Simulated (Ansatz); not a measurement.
## Run report: C, geometry relaxation

C (Fmmm, 2 atoms in the cell), computed with DFT, PBE, dispersion d3bj, plane waves, PAW, no spin polarisation (Ansatz 0.2.0).

The structure derives from an entry of the Crystallography Open Database. Figures and captions count atoms from 1; the log counts them from 0 in places.

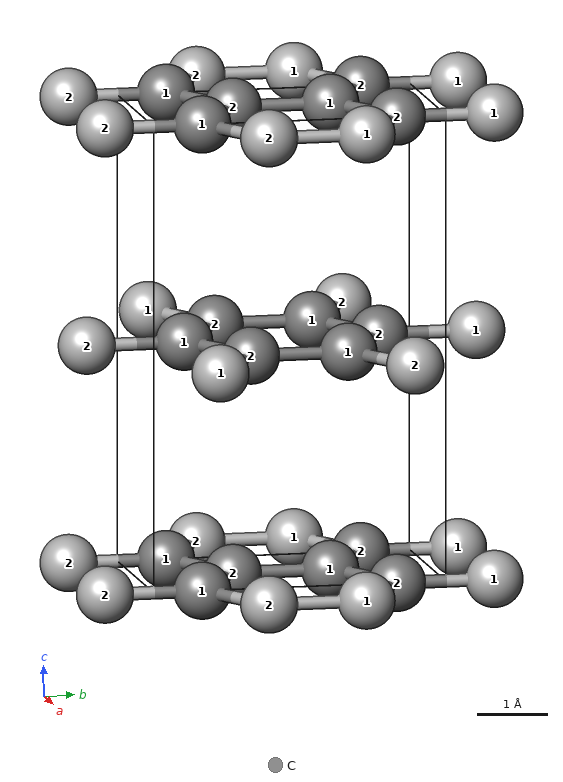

**Figure 1.** The input geometry (ball-and-stick view of the cell 4 times as large as that of the calculation, set on its symmetry axes, seen slightly off an axis; neighbours outside the cell are drawn fainter; atoms are numbered from 1 in the order of the input).

Results in brief

```tsv
quantity	value
outcome	converged
space group (tolerance 0.01 Å)	Fmmm (69)
electrons treated	8
free energy	−502.1668 eV
Fermi energy	6.864 eV
gap on the k-point mesh	0.04 eV
pressure	0.00 GPa
final volume	17.85 Å³
largest force (length of the vector) at the end	0.010 eV/Å
final cell	a = 2.465 Å, b = 2.465 Å, c = 3.609 Å, α = 80.17°, β = 80.17°, γ = 120.00°
hardware	2 threads of an x86-64 CPU, shared host
wall time	4.8 s (CPU time 8.9 s)
peak memory	0.45 GiB
```

Notes

Settings chosen away from the usual ones: accuracy set to medium; basis.ecutwfc removed. The program warns: the k-point mesh lowers the symmetry that the run can use.

Input file
```yaml
crystal:
  lattice:
    - [2.4649634462, 0.0, 0.0]
    - [-1.2324817231, 2.1347209638, 0.0]
    - [0.6162408615, 1.0673604819, 3.3921583682]
  atoms:
    - { symbol: C, position: [0.8333003377, 0.1666996623, 0.0] }
    - { symbol: C, position: [0.1666996623, 0.8333003377, 0.0] }
kpoints:
  mp_grid: { grid: [15, 15, 10] }
hamiltonian:
  xc: pbe
  dispersion: d3bj
scf:
  occupations: { method: gaussian, width: 0.1 }
output:
  forces: true
  eigenvalues: true
  stress: true
relax:
  adjacent_minimum: "off"
  f_tol: 0.01
  max_steps: 50
  cell: { fix: [a, b, gamma], stress_tol: 0.1 }
accuracy: medium
```

Launched with:
```bash
ansatz run input.yaml --threads 2 --pin off --max-ram 6144MiB --backend cpu --events-out ev --progress --plain --runs-dir out
```

Log
```
Warning: crystal.symmetry: narrowed to the stabiliser of the k-point mesh — unitary ops 8 → 4; excluded 4 operations that carry a point of the 15×15×10 mesh (shift [0, 0, 0]) off the mesh (the run samples exactly the mesh kpoints.mp_grid names, as under crystal.symmetry.detect: false, and its converged state has the mesh's symmetry, not the crystal's; ε∞, the Born charges and the force constants of a linear response (`dielectric:` by the response, `phonons.method: dfpt`) are averaged over those of the crystal's operations that the state keeps within a tolerance, where `mesh_tensors`, `unaveraged_element` or `gamma_mean_max_change_ev_ang2` stands beside them; a row that `dielectric.field_direction` solves alone is averaged likewise, with nothing beside; a Γ-centred mesh of equal divisions is mapped onto itself by every operation and keeps the whole group, as does a half-shifted one under kpoints.further_shifts: images)
Engine: ansatz 0.2.0, x86_64-unknown-linux-gnu
Pseudopotentials: kind: paw
Pseudopotential: C, paw, valence charge 4, recommended cutoff 420 eV (normal), C.paw.azcp
Functional definition: PBE
  parameter kappa = 0.804
  parameter beta = 0.06672455060314922
  exchange = pbe_x(kappa = kappa, mu = beta*pi^2/3)
  correlation = pbe_c(beta = beta)
Crystal: 2 atoms, lattice volume = 17.850 Å³
Basis set: ecut = 420 eV, 333 PW (Γ), exchange–correlation on 36×36×50 points (8 copies of the dense FFT grid, shifted against one another)
Bands: 8, of which v1, the nominal top of the filled ones, is band 4 counted from 1 (3 counted from 0)
Symmetry: 4 space group operations
k-points: 608 of 2250
Non-local potential: C, projectors of the file, l = 0: 2, l = 1: 2, l = 2: 1
PAW form: soft (Blöchl's): semilocal exchange-correlation on the pseudo side does not see the compensation charge
PAW one-centre angular grid: C, 110 points (default); XC on 64 Gauss nodes
Initial density: superposition of atomic densities (neutral atoms: chi_scale 0, normalization atom), corrected by the library's trained network
Initial wavefunctions: pseudopotential atomic-orbital guess
Functional: x = pbe(κ = 0.804, μ = 0.2195149727645171), c = pbe(β = 0.06672455060314922)
SCF iter   1: F=—  HF=-502.166331 eV  |F-HF|=—  |Δ(HF+E_count)|=         —  Δρ=2.41e-3  dr2=8.88e-4  ethr=1.77e-3  ⟨swp⟩=4.0  Hψ=31491  notcnv=0
preconditioner: auto → none  [metal: Δε(μ)=0.044 eV  Ē_g=18.398 eV  σ=0.100 eV  W_gap=0.24  n_scr=2 (ndim 8)  ℏωp=24.9 eV  f_vac=0.010  D(μ)=0.04/eV (n_scr^D=0)  sad-step TF]
SCF iter   2: F=—  HF=-502.166849 eV  |F-HF|=—  |Δ(HF+E_count)|=   5.19e-4  Δρ=1.58e-3  dr2=4.70e-4  ethr=1.11e-5  ⟨swp⟩=2.6  Hψ=11987  notcnv=0
SCF iter   3: F=—  HF=-502.166827 eV  |F-HF|=—  |Δ(HF+E_count)|=   2.20e-5  Δρ=3.84e-4  dr2=1.01e-5  ethr=5.88e-6  ⟨swp⟩=2.1  Hψ=6996  notcnv=0
SCF iter   4: F=—  HF=-502.166829 eV  |F-HF|=—  |Δ(HF+E_count)|=   2.22e-6  Δρ=1.08e-4  dr2=9.47e-7  ethr=1.27e-7  ⟨swp⟩=1.8  Hψ=6190  notcnv=0
iter 5 did not close the SCF: its close was put off for the readings that it lacked (scf_convergence_deferred on its scf_iter line)
SCF iter   5: F=-502.166830 eV  HF=-502.166830 eV  |F-HF|=5.04e-9  |Δ(HF+E_count)|=   6.49e-7  Δρ=8.03e-6  dr2=6.65e-9  ethr=1.18e-8  ⟨swp⟩=2.0  Hψ=5951  notcnv=0
SCF iter   6: F=-502.166830 eV  HF=-502.166830 eV  |F-HF|=1.36e-10  |Δ(HF+E_count)|=   6.34e-9  Δρ=7.06e-7  dr2=4.86e-11  ethr=8.31e-11  ⟨swp⟩=2.1  Hψ=16096  notcnv=0
SCF 1 converged in 6 iterations: F = -502.166830 eV  dr2 = 4.86e-11
  greatest PAW one-centre occupation: 0.673 electrons in one spin orbital (limit 2), on the C atom at site 1 (counted from 0), in its partial waves of l = 0
relax step   1: F+E_penalty+E_count = -502.16682997 eV  Δ(F+E_penalty+E_count) = +0.000e0 eV  max|allowed force component| = 8.813e-3 eV/Å  Δτ_max = 0.0000 Å  P = -0.004 GPa  Ω = 17.850 Å³  fix = [a, b, gamma]  reactions: a -0.012, b -0.012 GPa; gamma -0.287 GPa/rad  (6 SCF iters, dr2 threshold 1.00e-7 eV, accepted)
Initial density: handed on by an earlier stage of this run
Initial wavefunctions: pseudopotential atomic-orbital guess (no wavefunctions were taken with the density)
iter 1 solved again at ethr=1.53e-7 eV; its pass at ethr=3.10e-3 eV (dr2=1.23e-5 eV) is discarded
SCF iter   1: F=—  HF=-502.166830 eV  |F-HF|=—  |Δ(HF+E_count)|=         —  Δρ=1.52e-6  dr2=5.38e-10  ethr=1.53e-7  ⟨swp⟩=2.5  Hψ=45074  notcnv=0
eigensolver tolerance schedule: the retry pair's looser diagonalisation over-reported the residual by 22758.09 of it (diagonalisation noise at an unbounded share of the residual, at the tolerance the schedule requests for it); recorded, not acted on — ethr = c·dr2/N_el stays at c = 1.0e-1
preconditioner: auto → none  [metal: Δε(μ)=0.044 eV  Ē_g=18.377 eV  σ=0.100 eV  W_gap=0.24  n_scr=2 (ndim 8)  ℏωp=24.9 eV  f_vac=0.008  D(μ)=0.04/eV (n_scr^D=0)]
SCF iter   2: F=—  HF=-502.166830 eV  |F-HF|=—  |Δ(HF+E_count)|=   4.23e-7  Δρ=9.86e-7  dr2=1.39e-10  ethr=6.73e-12  ⟨swp⟩=3.5  Hψ=9893  notcnv=0
iter 3 did not close the SCF: its close was put off for the readings that it lacked (scf_convergence_deferred on its scf_iter line)
SCF iter   3: F=-502.166830 eV  HF=-502.166830 eV  |F-HF|=4.37e-11  |Δ(HF+E_count)|=  4.20e-11  Δρ=6.33e-7  dr2=5.24e-11  ethr=1.74e-12  ⟨swp⟩=1.0  Hψ=4879  notcnv=0
iter 4 did not close the SCF: its close was put off for the readings that it lacked (scf_convergence_deferred on its scf_iter line)
SCF iter   4: F=-502.166830 eV  HF=-502.166830 eV  |F-HF|=6.25e-12  |Δ(HF+E_count)|=  6.61e-11  Δρ=2.57e-7  dr2=1.34e-11  ethr=1.00e-12  ⟨swp⟩=2.1  Hψ=7111  notcnv=0
iter 5 did not close the SCF: its close was put off for the readings that it lacked (scf_convergence_deferred on its scf_iter line)
SCF iter   5: F=-502.166830 eV  HF=-502.166830 eV  |F-HF|=9.66e-13  |Δ(HF+E_count)|=  3.24e-12  Δρ=1.48e-7  dr2=4.52e-12  ethr=1.00e-12  ⟨swp⟩=1.0  Hψ=4864  notcnv=0
iter 6 did not close the SCF: its close was put off for the readings that it lacked (scf_convergence_deferred on its scf_iter line)
SCF iter   6: F=-502.166830 eV  HF=-502.166830 eV  |F-HF|=0.00e0  |Δ(HF+E_count)|=  5.68e-14  Δρ=7.67e-8  dr2=1.20e-12  ethr=1.00e-12  ⟨swp⟩=1.0  Hψ=4864  notcnv=0
SCF iter   7: F=-502.166830 eV  HF=-502.166830 eV  |F-HF|=1.14e-13  |Δ(HF+E_count)|=  1.14e-13  Δρ=3.85e-8  dr2=3.02e-13  ethr=1.00e-12  ⟨swp⟩=2.0  Hψ=14068  notcnv=0
SCF 2 converged in 7 iterations: F = -502.166830 eV  dr2 = 3.02e-13
relax step   2: F+E_penalty+E_count = -502.16682997 eV  Δ(F+E_penalty+E_count) = -1.779e-11 eV  max|allowed force component| = 8.808e-3 eV/Å  Δτ_max = 0.0000 Å  P = -0.004 GPa  Ω = 17.850 Å³  fix = [a, b, gamma]  reactions: a -0.012, b -0.012 GPa; gamma -0.287 GPa/rad  stress off target by 1.62e-2 GPa on what of the cell is left free  SCF on the basis re-selected at this cell (its energy is not comparable with the rows above)  (7 SCF iters)
```

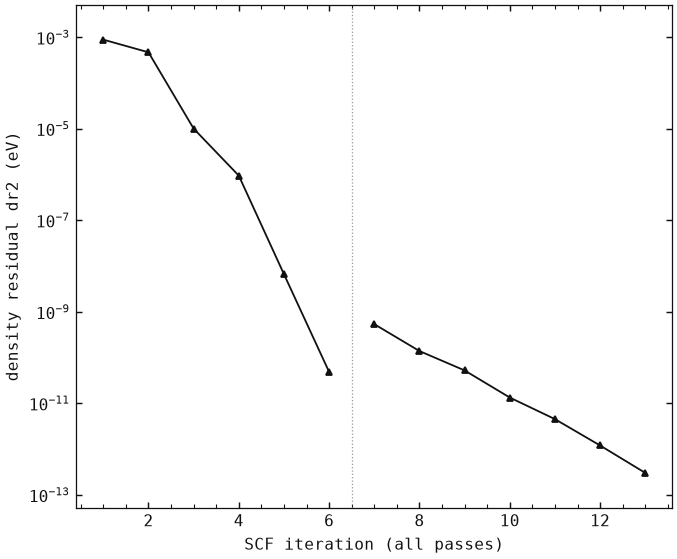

**Figure 2.** Convergence of the self-consistent field: density residual dr2 against the SCF iteration. The dotted lines part the SCF passes of the relaxation: geometry steps, rejected trials and re-solves on a re-selected basis. The passes take 6 and 7 iterations.

```
basis re-selected at this cell: Δ(F+E_penalty+E_count) = -1.779e-11 eV, ΔP = -0.000 GPa vs the last step (what re-selecting the basis moved, of the pressure what is left beyond the Pulay correction that the steps carried, after the strain that the cell walked since its last selection, with what the two solves' SCF thresholds leave and, on support functions, any second-order correction that the steps lacked; it is no measure of the basis error at this ecutwfc). This SCF's stress stands 1.62e-2 GPa from its target on what of the cell is left free (relax.cell.stress_tol is 1.00e-1 GPa) and its largest allowed force component is 8.81e-3 eV/Å (relax.f_tol is 1.00e-2 eV/Å): within both
SCF converged after 7 iterations
Free energy (F): -502.166830 eV
Harris-Foulkes:  -502.166830 eV  (|F-HF|=1.14e-13)
Internal energy: -502.166616 eV  (E = F + TS)
E sigma→0 (E₀):  -502.166723 eV
Entropy (-TS):   -0.000214 eV (-0.107 meV/atom)
Fermi energy:    6.863652 eV
--- Per-component energies (eV) ---
  E_band       = -18.118654
  E_kinetic    = 181.890654
  E_local      = -311.353817  (includes V_loc(G=0)·N_el)
  E_nonlocal   = 54.612441
  E_hartree    = 94.626551
  E_xc         = -96.035396
  E_vxc        = -118.910158  (∫ρ·V_xc dr)
  E_paw        = -198.691208  (= ΣΔE_a)
  E_vpaw       = -13.610883  (= ΣTr[D̂ρ^β])
  E_aug_tail   = 0.000016  (compensation charges beyond the density's cutoff)
  E_ewald      = -226.907237
  E_disp       = -0.308621  (pairwise vdW)
  E_smearing   = -0.000214  (= −TS)
  E_closure    = -0.000000  (closes the sum)
  Σ components = -502.166830   (vs F -502.166830, Δ=0.00e0)
--- Forces (eV/Å), atoms counted from 1 ---
  atom   1  C      0.00880751    -0.00508502     0.00000000
  atom   2  C     -0.00880751     0.00508502    -0.00000000
  max |Σ_I F_I| component: 0.00e0 eV/Å
--- Stress (GPa, compression-positive) ---
       -0.139698       0.220758       0.004559
        0.220758       0.115211       0.007896
        0.004559       0.007896       0.011079
  P = ⅓ Tr σ = -0.0045 GPa (-0.045 kbar)
--- Band table (eV; the first three rows and the last of 608) ---
  k-point 0: bands = ["-12.7803", "0.2490", "3.8472", "3.8619", "11.0614", "15.2037", "15.2795", "18.2463"]
  k-point 1: bands = ["-12.7554", "0.0343", "3.8483", "3.8587", "11.5279", "15.2070", "15.2702", "18.2575"]
  k-point 2: bands = ["-12.6889", "-0.4794", "3.8502", "3.8508", "12.7840", "15.2144", "15.2461", "18.2894"]
  k-point 607: bands = ["-7.6560", "-5.8802", "0.4582", "3.6857", "8.0872", "14.1034", "20.5270", "24.1485"]
--- Relaxed structure (1 steps of the walk, 1 accepted, 1 SCFs on fresh bases) ---
  F+E_penalty+E_count = -502.16682997 eV   max|allowed force component| = 8.808e-3 eV/Å   (the final SCF, on the basis selected at the relaxed cell)
  cell:  # Å, volume = 17.8496 Å³
    - [2.4649634461960006, -2.309097671603254e-12, 1.8166616211787852e-11]
    - [-1.2324817231, 2.134720963804618, -9.083308105916034e-12]
    - [0.6162408615230003, 1.0673604819011546, 3.3921583682045418]
  atoms:
    - { symbol: C, position: [0.8333003377, 0.1666996623, 0.0] }
    - { symbol: C, position: [0.16669966230000005, 0.8333003377, -2.0194839173657902e-28] }
```

Trajectory as extended XYZ (Å, eV, eV/Å), 2 frames, from step=1 to step=2
```
2
Lattice="2.4650 0.0000 0.0000 -1.2325 2.1347 0.0000 0.6162 1.0674 3.3922" Properties=species:S:1:pos:R:3:forces:R:3 step=1 energy=-502.16683 pressure_GPa=-0.00
C     1.8486    0.3559    0.0000    0.0088  -0.0051   0.0000
C    -0.6161    1.7789    0.0000   -0.0088   0.0051   0.0000
2
Lattice="2.4650 0.0000 0.0000 -1.2325 2.1347 0.0000 0.6162 1.0674 3.3922" Properties=species:S:1:pos:R:3:forces:R:3 step=2 energy=-502.16683 pressure_GPa=-0.00
C     1.8486    0.3559    0.0000    0.0088  -0.0051   0.0000
C    -0.6161    1.7789    0.0000   -0.0088   0.0051   0.0000
```
